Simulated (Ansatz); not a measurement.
## Ge: 7 runs along one coordinate

System: Ge (Cmmm, 1 atom in the cell).
Method: Kohn-Sham DFT of a periodic cell, PBE, all-electron LAPW, scalar-relativistic, no spin polarisation (Ansatz 0.2.0).

The 7 runs differ only in the geometry, by an even scaling of the cell at fixed fractional positions. The structure derives from a Materials Project entry.

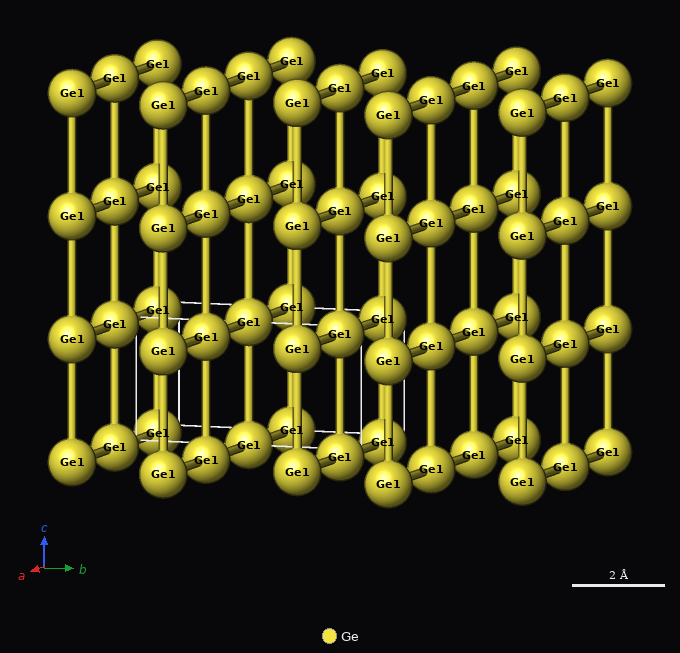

Figure 1. The structure of run 4 (ball-and-stick view of the cell 2 times as large as that of the calculation, set on its symmetry axes, repeated 3 × 2 × 3, seen slightly off an axis; atoms are numbered from 1 in the order of the input).

### Input of run 4
```yaml
crystal:
  lattice:
    - [1.397149, -2.600516, 0.0]
    - [1.397149, 2.600516, 0.0]
    - [0.0, 0.0, 2.698231]
  atoms:
    - { symbol: Ge, position: [0.5, 0.5, 0.0] }
kpoints:
  mp_grid: { grid: [11, 11, 10] }
scf:
  occupations: { method: fermi_dirac, width: 0.05 }
hamiltonian:
  xc: pbe
  pseudopotentials: { kind: all_electron, lapw: { basis_error: 0.0005 } }
output:
  forces: true
  stress: true
  eigenvalues: true
```

Command:
```bash
ansatz run input.yaml --threads 1 --pin off --max-ram 3072MiB --backend cpu --events-out ev --progress --plain --runs-dir out
```

Run 2 differs from it as follows:
```diff
-    - [1.397149, -2.600516, 0.0]
-    - [1.397149, 2.600516, 0.0]
-    - [0.0, 0.0, 2.698231]
+    - [1.3782662934, -2.5653695835, 0.0]
+    - [1.3782662934, 2.5653695835, 0.0]
+    - [0.0, 0.0, 2.6617639486]
```

### Results, with one run withheld

| run | volume per atom (Å³) | free energy per atom, from the lowest run given (meV) | pressure (GPa) |
| --- | --- | --- | --- |
| 1 | 18.431 | 11.45 | 3.93 |
| 2 | 18.823 | ? | ? |
| 3 | 19.215 | 0.22 | 0.77 |
| 4 | 19.607 | 0.00 | −0.56 |
| 5 | 19.999 | 2.87 | −1.76 |
| 6 | 20.391 | 8.51 | −2.83 |
| 7 | 20.783 | 16.63 | −3.78 |

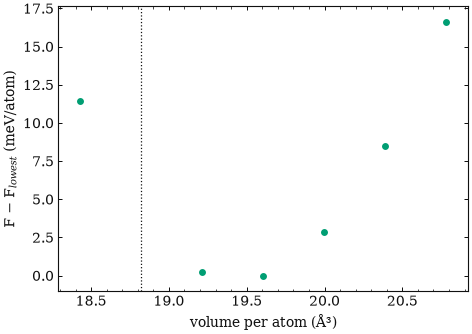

Figure 2. Free energy per atom of the runs given; the dotted line marks run 2.

Estimate the energy of run 2 from the others.

A cubic polynomial in V^(−2/3) (the Birch–Murnaghan form), fitted to the 6 runs given, misses them by under 0.01 meV per atom. With x = V^(−2/3) − 0.13704 Å⁻², it reads F = 0.47804 − 1209.2 x + 4.655e+05 x² + 8.752e+05 x³ (meV per atom). At run 2 it gives 3.90 meV per atom, and the run itself gives 3.91. The slope of the fit gives a pressure −dF/dV of 2.27 GPa there, and the run prints 2.27 GPa. The fit has its minimum at 19.436 Å³ per atom, where V d²F/dV² gives 65.7 GPa. Cell shape and fractional positions are held, so this is the stiffness under even scaling; the relaxed bulk modulus wasn't computed.

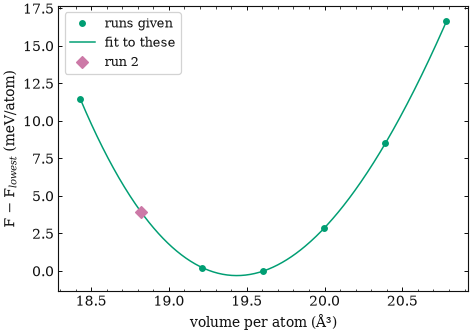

Figure 3. The fit and the withheld run.

### Output, shortened to warnings, some set-up lines, iterations and results (run 2)
```
Basis set: ecut = 277.34647176903115 eV, 199 PW (Γ), FFT grids on a1+a2, a2, a3, exchange–correlation at level 2
Symmetry: 8 space group operations
k-points: 216 of 1210
Initial density: superposition of atomic densities (chi_scale 0.1, normalization cell)
[...]
SCF iter   1: F=—  HF=-57116.063771 eV  |F-HF|=—  |Δ(HF+E_count)|=         —  Δρ=1.25e-2  dr2=1.78e-2  ethr=8.06e-5  ⟨swp⟩=3.0  Hψ=22020  notcnv=0
SCF iter   2: F=—  HF=-57116.055092 eV  |F-HF|=—  |Δ(HF+E_count)|=   8.68e-3  Δρ=8.21e-3  dr2=8.95e-3  ethr=8.06e-5  ⟨swp⟩=2.0  Hψ=9592  notcnv=0
SCF iter   3: F=—  HF=-57116.055525 eV  |F-HF|=—  |Δ(HF+E_count)|=   4.34e-4  Δρ=3.10e-3  dr2=1.19e-3  ethr=4.07e-5  ⟨swp⟩=2.0  Hψ=9490  notcnv=0
SCF iter   4: F=—  HF=-57116.055540 eV  |F-HF|=—  |Δ(HF+E_count)|=         —  Δρ=5.27e-4  dr2=4.20e-5  ethr=1.91e-7  ⟨swp⟩=2.0  Hψ=15809  notcnv=0
SCF iter   5: F=—  HF=-57116.055553 eV  |F-HF|=—  |Δ(HF+E_count)|=   1.30e-5  Δρ=3.29e-5  dr2=1.45e-7  ethr=1.91e-7  ⟨swp⟩=2.0  Hψ=9263  notcnv=0
SCF iter   6: F=-57116.055553 eV  HF=-57116.055553 eV  |F-HF|=4.66e-9  |Δ(HF+E_count)|=   1.56e-7  Δρ=3.77e-6  dr2=1.09e-9  ethr=6.60e-10  ⟨swp⟩=3.0  Hψ=9708  notcnv=0
SCF 1 converged in 6 iterations: F = -57116.055553 eV  dr2 = 1.09e-9
SCF converged after 6 iterations
Free energy (F): -57116.055553 eV
Harris-Foulkes:  -57116.055553 eV  (|F-HF|=4.66e-9)
Internal energy: -57116.051831 eV  (E = F + TS)
E sigma→0 (E₀):  -57116.053692 eV
Entropy (-TS):   -0.003723 eV (-3.723 meV/atom)
Fermi energy:    12.634016 eV
--- Per-component energies (eV) ---
  E_band       = -981.743521
  E_kinetic    = 58314.262646
  E_xc         = -2170.117666
  E_electrostatic = -113260.196811  (all electrons and nuclei)
  E_smearing   = -0.003723  (= −TS)
  E_closure    = 0.000000  (closes the sum)
  E_atoms      = -57111.799917  (free atoms, spherical and without spin; not in F)
  Σ components = -57116.055553   (vs F -57116.055553, Δ=0.00e0)
  Basis errors (estimates in eV, not in F): energy 1.8e-4 per atom: plane waves 1.6e-4 (8.4e-5 summed), levels above the bands 3.1e-114, relativity 9.3e-9, radial functions 1.8e-5, core shells 7.3e-11; eigenvalues (radial functions only) 2.7e-5; not estimated: angular momenta, meshes, grids; target …
--- Forces (eV/Å), atoms counted from 1 ---
  atom   1  Ge    -0.00000000    -0.00000000     0.00000000
  max |Σ_I F_I| component: 1.51e-31 eV/Å
--- Stress (GPa, compression-positive) ---
        3.946155      -0.000000       0.000000
       -0.000000       0.228033      -0.000000
        0.000000      -0.000000       2.626571
  P = ⅓ Tr σ = 2.2669 GPa (22.669 kbar)
```
